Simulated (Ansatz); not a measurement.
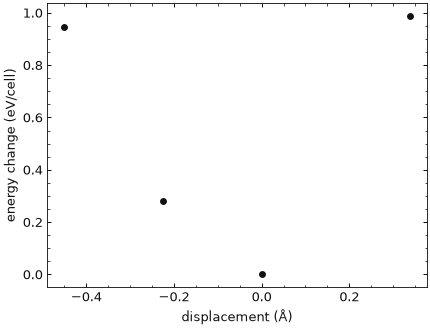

The picture above shows the energy change against displacement for Si, space group R-3 (No. 148).

Starting cell:
```
CELL_PARAMETERS angstrom
4.71552 2.72251 1.88873
-4.71552 2.72251 1.88873
0.00000 -5.44502 1.88873
ATOMIC_POSITIONS crystal
Si 0.01615 0.71412 0.51758
Si 0.98385 0.28588 0.48242
Si 0.71242 0.71242 0.71242
Si 0.28588 0.48242 0.98385
Si 0.48242 0.98385 0.28588
Si 0.71412 0.51758 0.01615
Si 0.28758 0.28758 0.28758
Si 0.51758 0.01615 0.71412
```

Computed with Ansatz 0.2.0: one atom of a crystal moved along a line, all else fixed, by plane-wave density functional theory with PAW datasets, free energies less that of the undisturbed cell, pressure positive in compression; scalar-relativistic. Level: r2SCAN, no spin polarisation.

wave cutoff 500 eV; k mesh 12×12×12; occupations Gaussian; smearing width 0.15 eV; k shift (0, 0, 0) (mesh steps); start relaxed; moved atom 3; direction (0.599, 0.7959, 0.08785) (Cartesian unit vector).

From this curve and the settings, what does the calculation give for the force along the direction (sum over moved atoms) and pressure at the same points?

The force along the direction (sum over moved atoms) falls from 3.4 eV/Å at displacement −0.4500 Å to −6.8 eV/Å at 0.3375 Å, and changes sign near 0.00 Å. The pressure goes from 1.948 GPa at displacement −0.4500 Å to 1.883 GPa at 0.3375 Å, not monotonically, with a low of −0.006 GPa at 0.0000 Å.

| displacement (Å) | force along the direction (sum over moved atoms) (eV/Å) | pressure (GPa) |
| --- | --- | --- |
| −0.4500 | 3.4 | 1.948 |
| −0.2250 | 2.3 | 0.632 |
| 0.0000 | 0.0 | −0.006 |
| 0.3375 | −6.8 | 1.883 |
